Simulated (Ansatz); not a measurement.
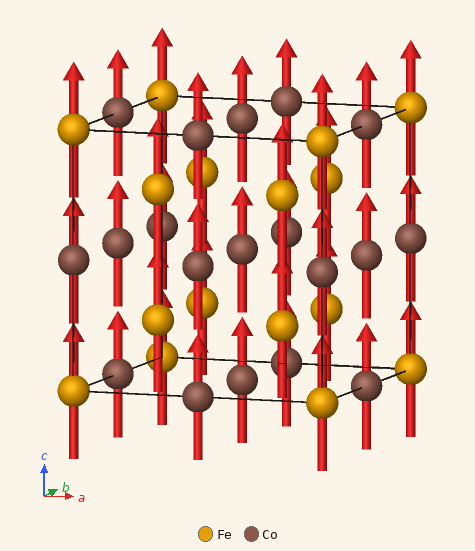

Shown here is a spheres-only view of the crystal, taken slightly off an axis. The simulation cell is outlined; an atom on or near a face, edge or corner is repeated at each equivalent position. Arrows are the site magnetic moments above 0.25 μB; longer means larger, and red and blue are up and down (without spin-orbit coupling the axis itself is arbitrary).

This is the state reached for Fe9Co7. The numbers come from Ansatz, DFT PBEsol, scalar-relativistic, plane waves, PAW, using a 420 eV plane-wave basis, a 6×6×6 sampling of the Brillouin zone, Gaussian smearing of 0.1 eV, collinear spins.

What do the arrows say about the order?

Answer. Ferromagnetic (within this cell). Site moments: 9 Fe +2.2 to +2.5 μB and 7 Co +1.7 to +1.8 μB. The net spin moment of the whole cell is 34.1 μB.

The structure was taken from a structure listed in the Materials Project. The cell was then strained or its atoms displaced on purpose. The atoms were relaxed in a fixed cell with DFT PBEsol, scalar-relativistic, plane waves, PAW in Ansatz.

At this level of theory the run's own cell isn't at rest (compressed, at 36 GPa), so its distances can differ from those at equilibrium, the more so the softer the solid, and its magnetic state may change on relaxation.
